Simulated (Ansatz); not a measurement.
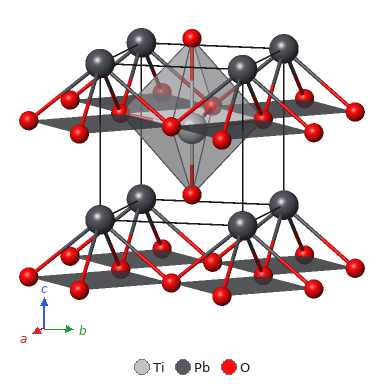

System: TiPbO₃, space group P4mm (No. 99). The picture shows the conventional cell.

The given structure:
```cif
data_structure
_symmetry_space_group_name_H-M 'P 1'
_symmetry_Int_Tables_number 1
_cell_length_a 3.8992
_cell_length_b 3.8992
_cell_length_c 4.1499
_cell_angle_alpha 90.000
_cell_angle_beta 90.000
_cell_angle_gamma 90.000
_cell_volume 63.09
loop_
_atom_site_label
_atom_site_type_symbol
_atom_site_fract_x
_atom_site_fract_y
_atom_site_fract_z
_atom_site_occupancy
Ti1 Ti 0.50000 0.50000 0.53820 1
Pb1 Pb 0.00000 0.00000 0.00000 1
O1 O 0.50000 0.50000 0.11300 1
O2 O 0.50000 0.00000 0.61500 1
O3 O 0.00000 0.50000 0.61500 1
```

Input of one of the runs behind the figure:
```
crystal:
  lattice:
    - [3.8992, 0.0, 0.0]
    - [0.0, 3.8992, 0.0]
    - [0.0, 0.0, 4.1499]
  atoms:
    - { symbol: Ti, position: [0.5, 0.5, 0.5382] }
    - { symbol: Pb, position: [0.0, 0.0, 0.0] }
    - { symbol: O, position: [0.5, 0.5, 0.113] }
    - { symbol: O, position: [0.5, 0.0, 0.615] }
    - { symbol: O, position: [0.0, 0.5, 0.615] }
kpoints:
  mp_grid: { grid: [9, 9, 8] }
  band_path:
    path:
      - [0.0, 0.0, 0.0]
      - [0.0, 0.5, 0.0]
      - [0.5, 0.5, 0.0]
      - [0.0, 0.0, 0.0]
      - [0.0, 0.0, 0.5]
      - [0.0, 0.5, 0.5]
      - [0.5, 0.5, 0.5]
      - [0.0, 0.0, 0.5]
      - [0.0, 0.5, 0.0]
    npoints: 8
scf:
  occupations: { method: fermi_dirac, width: 0.03 }
hamiltonian:
  xc: pbe
  pseudopotentials: { kind: all_electron, datasets: crystal }
output:
  forces: true
  stress: true
  eigenvalues: true
  efg: { contact_densities: true }
```

Command:
```bash
ansatz run input.yaml --threads 2 --pin off --max-ram 8192MiB --backend cpu --events-out ev --progress --plain --runs-dir out
```

Method: periodic Kohn-Sham DFT of a crystal at fixed atoms, scaled to the stated factor times the given cell; pressure positive in compression (Ansatz 0.2.0). Level: PBE, no spin-orbit coupling.

method all-electron PAW; relativity scalar; k mesh 9×9×8; occupations Fermi–Dirac; smearing width 0.03 eV; nucleus Gaussian.

V(given) is 12.62 Å³/atom.

Predict the pressure and largest field gradient Vzz against V/V(given). The V/V(given) takes the values 0.96, 0.99, 1.00, 1.02, 1.06.

The pressure falls from 13.4 GPa at V/V(given) 0.96 to −4.2 GPa at 1.06, and changes sign near 1.03. The largest field gradient Vzz rises from −4.809 1e21 V/m² at V/V(given) 0.96 to −3.682 1e21 V/m² at 1.06. The volume at zero pressure from a fit of the pressures is 13 Å³/atom. The bulk modulus from that fit is 160 GPa.

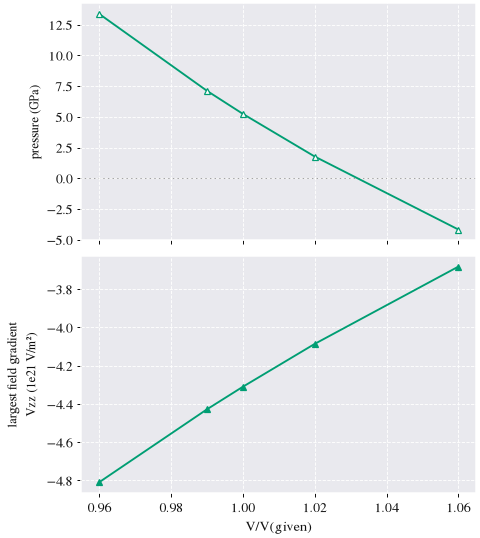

Limits of the calculation: field gradient without spin-orbit coupling on heavy atoms; no spin-orbit coupling on heavy atoms; shape and atomic fractions are frozen while scaling, which makes layered, chain and framework solids too stiff.
